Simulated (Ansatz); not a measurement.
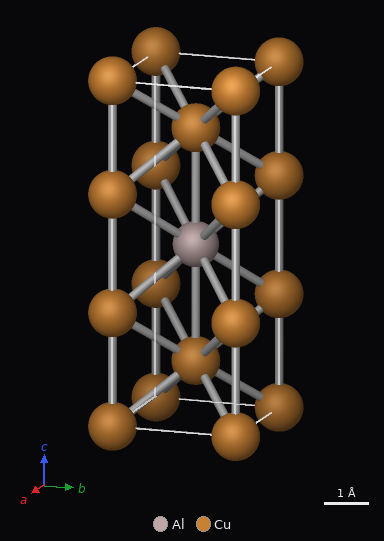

Ball-and-stick representation of a periodic structure, projected slightly off an axis. One conventional unit cell is outlined, and atoms on its boundary appear in each equivalent place. Cell: a = 3.01 Å, b = 3.01 Å, c = 8.20 Å, α = 90.00°, β = 90.00°, γ = 90.00°.

Origin of the cell: a structure type filled with these elements by a generator (whether the compound takes this form wasn't checked). Earlier steps of the study, as a rule a relaxation of our own, may have changed the cell and positions, so they can lie some per cent off the listed ones. A calculation with Ansatz used it as input.

Q: Caption:

A: It has the composition AlCu5. The atoms follow space group P4/mmm (No. 123); the Bravais lattice is primitive tetragonal. The cell holds 6 atoms (1 Al, 5 Cu), Z = 1. Coordination numbers (contacts within bonding distance): Al 10 and Cu 10.

Method used: DFT PBE, scalar-relativistic, plane waves, PAW (Ansatz 0.2.0). It ran with E_cut = 420 eV, k-point mesh 12×12×6, Gaussian smearing of 0.1 eV, no spin polarisation.

Q: What does the calculation say: metal or gapped?

A: A metal: bands cross the Fermi level.

Q: Give the Bader charge of each element.

A: Al +1.42 e; Cu -0.64 to -0.01 e.

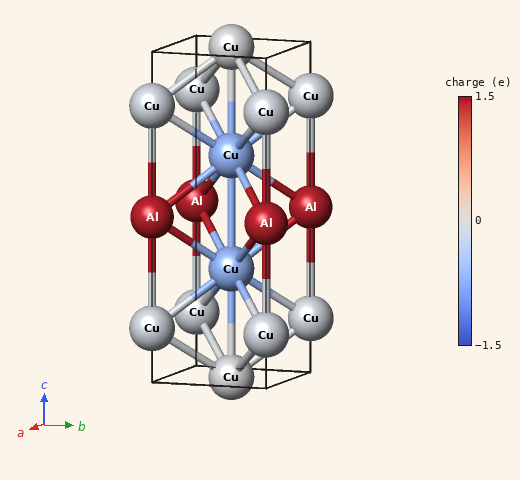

The atoms coloured by those charges. The run's cell of 6 atoms is drawn, so axes and origin can differ from the first picture.

Q: Is this the optimised geometry for these settings?

A: Yes. All forces vanish to within 0.01 eV/Å. The pressure is 0.0 GPa, close to zero.
